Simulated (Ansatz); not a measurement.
## Electronic structure of Ga₂O₃ in real space

Input file:

```
crystal:
  lattice:
    - [-2.1686587673, 2.1686587673, 3.5163889359]
    - [2.1686587673, -2.1686587673, 3.5163889359]
    - [2.1686587673, 2.1686587673, -3.5163889359]
  atoms:
    - { symbol: Ga, position: [0.5, 0.0, 0.5] }
    - { symbol: Ga, position: [0.0, 0.5, 0.5] }
    - { symbol: O, position: [0.0, 0.0, 0.0] }
    - { symbol: O, position: [0.75, 0.25, 0.5] }
    - { symbol: O, position: [0.25, 0.75, 0.5] }
basis:
  ecutwfc: 420
kpoints:
  mp_grid: { grid: [12, 12, 12] }
  band_path:
    path:
      - [[0.0, 0.0, 0.0], [0.0, 0.0, 0.5], [0.25, 0.25, 0.25], [0.0, 0.5, 0.0], [0.0, 0.0, 0.0], [0.5, 0.5, -0.5], [0.34508864, 0.65491136, -0.34508864]]
      - [[-0.34508864, 0.34508864, 0.34508864], [0.0, 0.0, 0.0]]
      - [[0.0, 0.0, 0.5], [-0.19017728, 0.19017728, 0.5]]
      - [[0.5, 0.5, -0.19017728], [0.5, 0.5, -0.5]]
    npoints: 14
hamiltonian:
  xc: pbe
scf:
  occupations: { method: gaussian, width: 0.1 }
  n_extra_bands: 12
output:
  forces: true
  stress: true
  eigenvalues: true
  populations: true
  dos: { projected: true, de: 0.02, nscf_kmesh: { grid: [15, 15, 15] } }
  bader: true
  write_density: true
  write_potential: true
  elf: true
  volumetric_format: npy
```

Launched as:

```sh
ansatz run input.yaml --threads 1 --pin off --max-ram 2560MiB --backend cpu --events-out ev --progress --plain --runs-dir out
```

Below, planes, directions and counts refer to the conventional cell (a = 4.34 Å, b = 4.34 Å, c = 7.03 Å, α = 90.00°, β = 90.00°, γ = 90.00°).

Space group I4/mmm; a structure generated by program, which may or may not match a known phase.

The calculation used DFT PBE, scalar-relativistic, plane waves, PAW (Ansatz).

The density is the valence pseudo-density of a PAW calculation; it isn't the true density close to the nuclei.

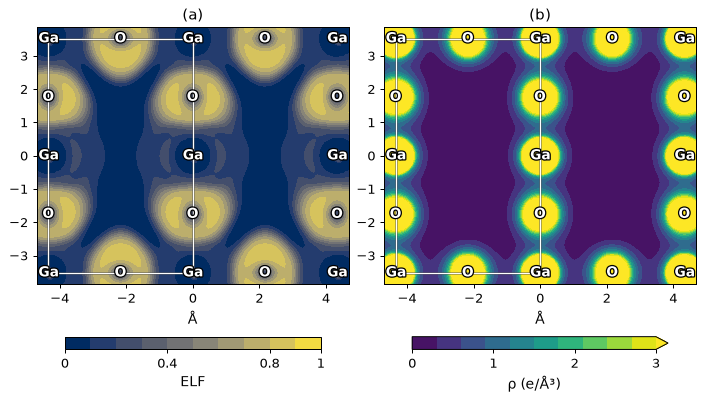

Figure 1. (a) electron localisation function; (b) valence charge density (pseudo) on the (100) plane of the conventional cell.

Q: Describe what can be read from this map.

A: The section cuts through Ga and O sites. Ga–O (1.76 Å): ρ is about 0.97 e/Å³ halfway; the ELF peaks at about 0.75 in the valence shell of O, 0.6 Å from its nucleus, and is about 0.40 at the midpoint. Between the atoms the lowest density in this plane is 0.01 e/Å³. The ELF also peaks beside O, away from the bonds: lone-pair regions. The features right at Ga lie inside the PAW spheres, where the map follows smoothed inner orbitals and isn't to be read closely.

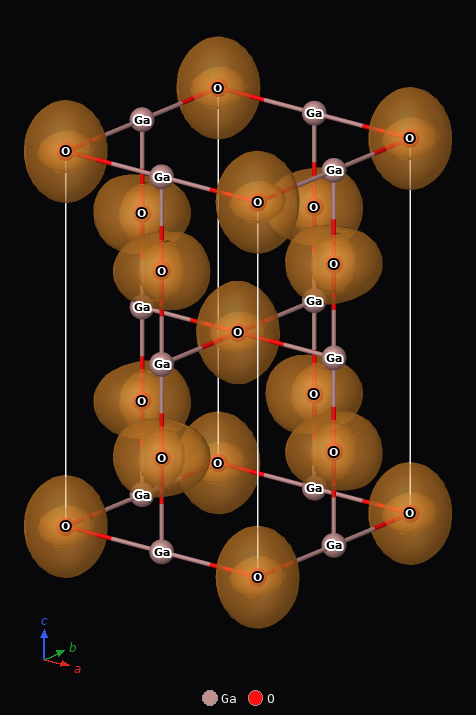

Figure 2. Isosurface of the electron localisation function at 0.75 (orange), seen at an oblique angle. Only the valence region is drawn (cores and ρ < 0.01 e/Å³ removed). Sticks mark near contacts.

Q: What do the ELF domains correspond to?

A: The ELF exceeds this value in six regions wrapped around O (the valence shell of each), counted in one cell of 10 atoms. Regions shared between cells count once.

Q: Does the calculation make it a metal, or give it a gap?

A: It is metallic or semimetallic at this level of theory: no gap opens.

Q: How much charge does the calculation move between the atoms?

A: Electrons move from Ga towards O. Bader charges: Ga +1.69 and O −1.13 e.
